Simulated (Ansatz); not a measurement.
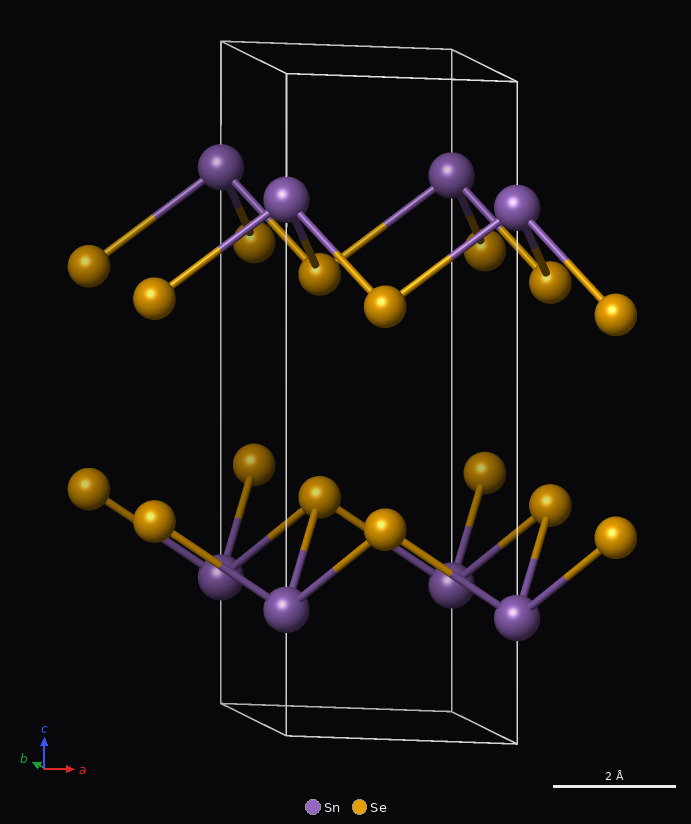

Drawn in the ball-and-stick manner and seen slightly off an axis. The conventional unit cell is outlined; an atom on or near a face, edge or corner is repeated at each equivalent position. Some neighbours outside the box are added. Cell: a = 3.92 Å, b = 3.92 Å, c = 11.03 Å, α = 90.00°, β = 90.00°, γ = 120.00°.

It goes back to a structure type filled with these elements by a generator (whether the compound takes this form wasn't checked). Earlier steps of the study, as a rule a relaxation of our own, may have changed the cell and positions, so they can lie some per cent off the listed ones. Ansatz was used for an electronic-structure calculation on it.

Describe the crystal.

It has the composition SnSe. It belongs to space group P-6m2 (No. 187) and has a primitive hexagonal lattice. The cell comprises 2 formula units: 2 Sn, 2 Se. Each Sn atom is coordinated by three Se in a trigonal pyramidal arrangement at about 2.7 Å. Each Se atom is coordinated by three Sn in a trigonal pyramidal arrangement at about 2.7 Å. The bonds build SnSe layers parallel to (001).

Run with Ansatz 0.2.0, DFT PBE+D3(BJ), scalar-relativistic, plane waves, PAW and these settings: cutoff 420 eV, a 12×12×4 grid in reciprocal space, Gaussian smearing of 0.02 eV, no spin polarisation.

What does the calculation say: metal or gapped?

A semiconductor at this level, with a gap of 0.86 eV, indirect.

What are the atomic charges by Bader's partition?

Sn +0.68 e; Se -0.68 e.

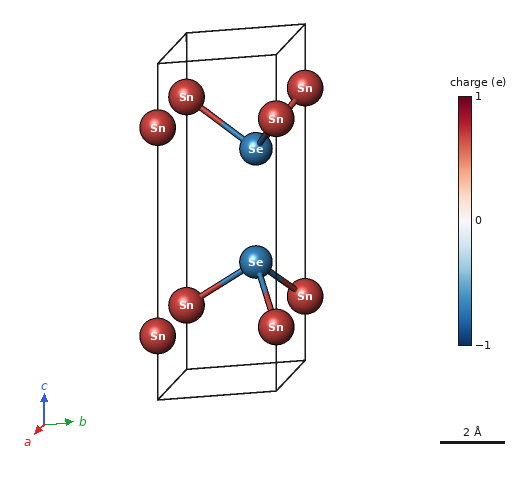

The atoms coloured by those charges. The run's cell of 4 atoms is drawn.

Has the structure come to rest?

Yes. All forces vanish to within 0.01 eV/Å. The pressure is 0.0 GPa, close to zero.
